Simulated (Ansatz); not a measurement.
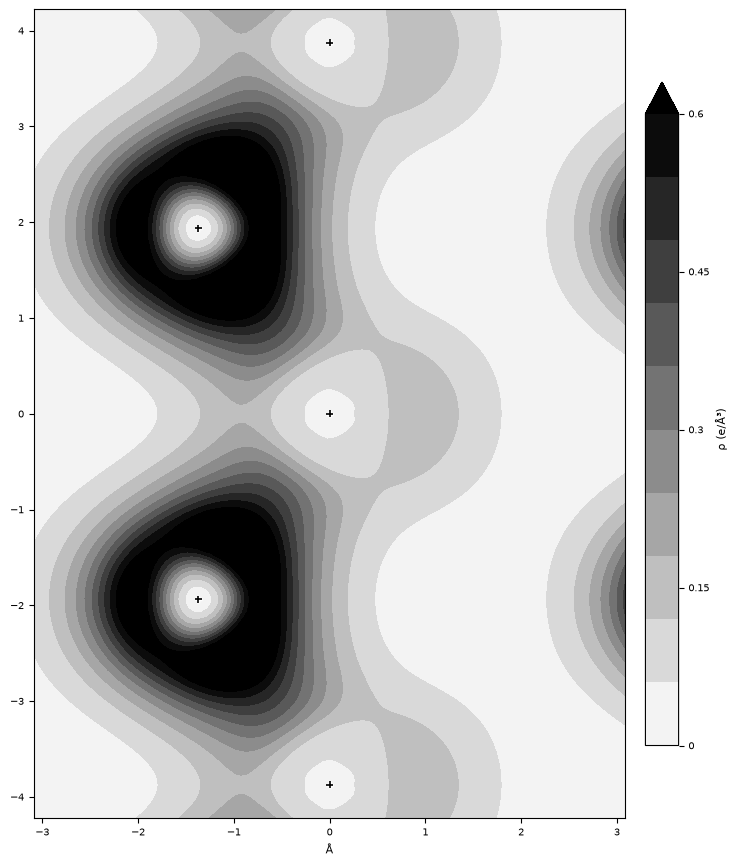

The valence electron density on a plane through atoms (crosses mark nuclei in the plane).

Method: DFT r2SCAN, scalar-relativistic, plane waves, PAW in Ansatz.

Candidates:
A. Ti$_{3}$B$_{5}$, a = 3.18 Å, b = 3.35 Å, c = 7.27 Å, α = 90.00°, β = 90.00°, γ = 90.00°. Space group Pmmm; computed without spin polarisation.
B. AlP, a = 5.48 Å, b = 5.48 Å, c = 5.48 Å, α = 90.00°, β = 90.00°, γ = 90.00°. Space group F-43m.
C. Ti$_{3}$Al$_{5}$, a = 3.90 Å, b = 4.02 Å, c = 8.07 Å, α = 90.00°, β = 90.00°, γ = 90.00°. Space group Pmmm; a structure from a database of computed crystals, not necessarily the ambient phase; computed without spin polarisation.

Question: Which candidate gave the map?

Answer: Candidate B: AlP on the (101) plane of the conventional cell, which holds Al and P. Al–P (2.37 Å): the density is about 0.52 e/Å³ at the midpoint.
